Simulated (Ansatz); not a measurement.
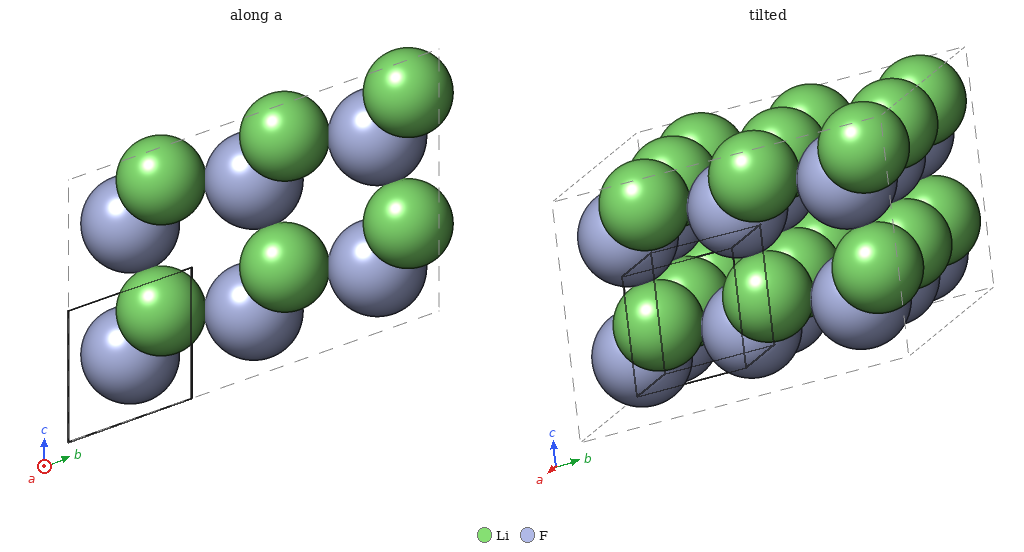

An orthographic space-filling view of the structure, along the a axis and slightly off an axis. The solid frame is a single simulation cell within a 3×3×2 block.

Input deck:
```yaml
crystal:
  lattice:
    - [0.0, 2.1818080721, 2.1818080721]
    - [2.1818080721, 0.0, 2.1818080721]
    - [2.1818080721, 2.1818080721, 0.0]
  atoms:
    - { symbol: Li, position: [0.75, 0.75, 0.75] }
    - { symbol: F, position: [0.5, 0.5, 0.5] }
basis:
  ecutwfc: 420
kpoints:
  mp_grid: { grid: [10, 10, 10] }
  band_path:
    path:
      - [[0.0, 0.0, 0.0], [-0.5, -0.5, 0.0], [-0.375, -0.375, 0.25]]
      - [[-0.375, 0.0, 0.375], [0.0, 0.0, 0.0], [0.0, 0.0, 0.5], [-0.5, -0.25, 0.25], [-0.5, -0.5, 0.0]]
    npoints: 14
hamiltonian:
  xc: pbe
scf:
  occupations: { method: gaussian, width: 0.02 }
  n_extra_bands: 6
output:
  forces: true
  stress: true
  eigenvalues: true
  populations: true
  dos: { projected: true, de: 0.02, nscf_kmesh: { grid: [15, 15, 15] } }
  bader: true
  write_density: true
  write_potential: true
  elf: true
  volumetric_format: npy
```
Run as:
```sh
ansatz run input.yaml --threads 1 --pin off --max-ram 2560MiB --backend cpu --events-out ev --progress --plain --runs-dir out
```

Theory: Ansatz, DFT PBE, scalar-relativistic, plane waves, PAW. Numerical settings: wavefunction cutoff 420 eV, 10×10×10 k-points, Gaussian smearing of 0.02 eV, no spin polarisation.

> Is it conducting or gapped at this level?

An insulator at this level, with a gap of 7.65 eV, direct.

> Give the pressure and its sign.

The computed pressure is 0.0 GPa, close to zero.

The initial geometry was a structure type filled with these elements by a generator (whether the compound takes this form wasn't checked). Earlier steps of the study may have refined or changed the cell and positions. It went into a calculation with Ansatz.
